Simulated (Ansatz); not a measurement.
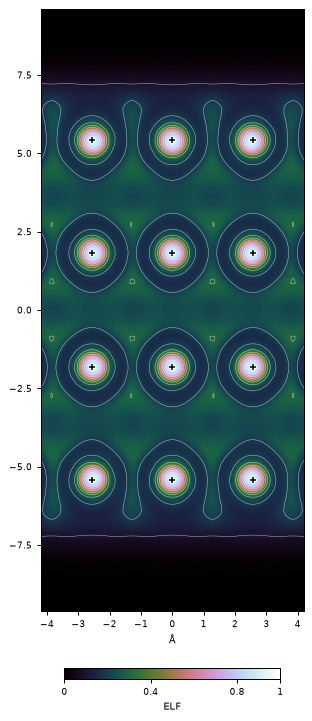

The electron localisation function on a plane through atoms (crosses mark nuclei in the plane).

The calculation used DFT PBE, scalar-relativistic, plane waves, PAW in Ansatz 0.2.0.

Candidates:
A. Cu (slab), a = 2.57 Å, b = 2.57 Å, c = 25.89 Å, α = 90.00°, β = 90.00°, γ = 90.00°. Computed without spin polarisation.
B. Ga$_{2}$O$_{3}$, a = 12.45 Å, b = 3.08 Å, c = 5.88 Å, α = 90.00°, β = 103.70°, γ = 90.00°. Space group C2/m; a structure from a database of computed crystals, not necessarily the ambient phase.
C. SnO, a = 3.68 Å, b = 3.68 Å, c = 5.15 Å, α = 90.00°, β = 90.00°, γ = 90.00°. Space group P4/nmm; computed pressure about 5 GPa in this cell.

Which system is this?

Candidate A: Cu on the (100) plane of the calculation cell, a cut from vacuum to vacuum, which holds Cu. Cu–Cu (2.57 Å): the ELF is about 0.25 at the midpoint; no localised pair shows between them.
